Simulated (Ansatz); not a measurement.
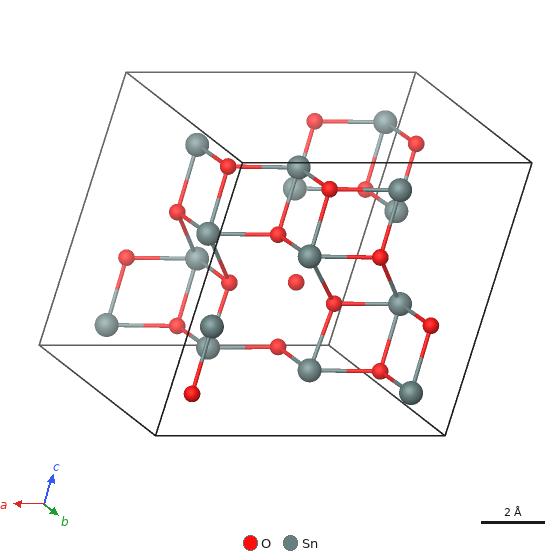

This ball-and-stick model is shown from a general direction. The lines enclose the supercell; boundary atoms appear with their images. The host is SnO, in a cell of 32 sites, and the cell is neutral.

> Which defect is modelled here, and what are its neighbours?

Oxygen on a tin site (an antisite). It is bonded to no bonds drawn.

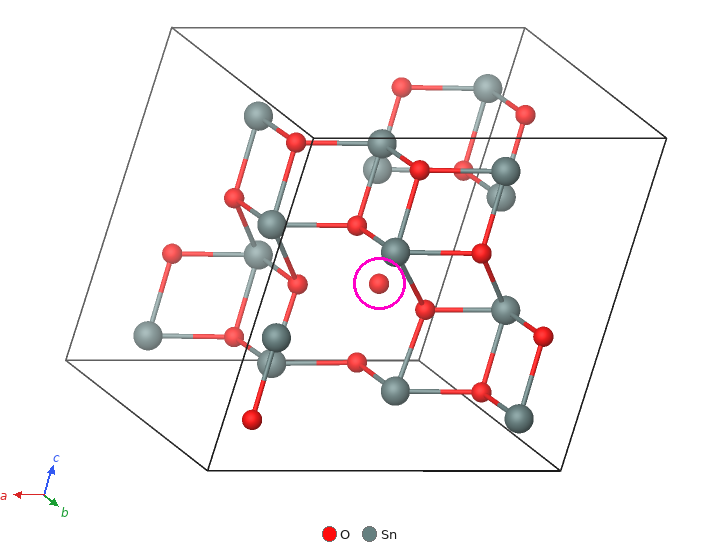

The same cell with a ring at the defect's site.

The initial geometry was a structure listed in the Materials Project, repeated into a supercell with a point defect put in. Earlier steps of the study, as a rule a relaxation of our own, may have changed the cell and positions, so they can lie some per cent off the listed ones. It was set up as input for a calculation with Ansatz.
